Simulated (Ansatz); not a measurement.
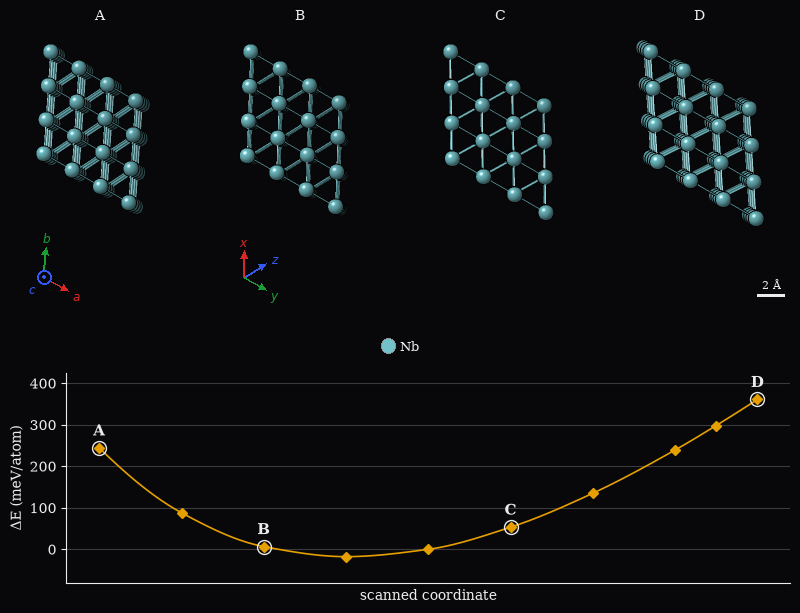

A scan of crystalline Nb (Im-3m) along one coordinate. x, y and z are the Cartesian axes of the input. The picture is a ball-and-stick view of the cell of the calculation, repeated 3 × 3 × 3 with one cell outlined, seen along the c axis.

Level of theory: Ansatz 0.2.0, DFT PBEsol, scalar-relativistic, plane waves, PAW. Settings: plane-wave cutoff 420 eV; k-point mesh 20 × 20 × 20; occupations gaussian; smearing width 0.15 eV; no spin polarisation. Energies (free energies at the smearing named) are counted from the cell as listed in its source, which wasn't relaxed.

Q: What is being scanned?

A: The cell is strained along y alone, with the atoms kept at their fractional coordinates. In the frames the strain is −0.15 (A), −0.075 (B), 0.0375 (C), 0.15 (D). Of the computed points the lowest is at the strain −0.0375, −18 meV/atom. The unrelaxed reference is under a pressure of −8.5 GPa, which tilts the curve. The distortion takes the space group from Im-3m to I4/mmm. At the strain −0.15 the cell of the drawing goes a 2.882 → 2.746 Å, b 2.882 → 2.746 Å, c 2.882 → 2.746 Å, α 109.5° → 105.4°, β 109.5° → 118.0°, γ 109.5° → 105.4°.
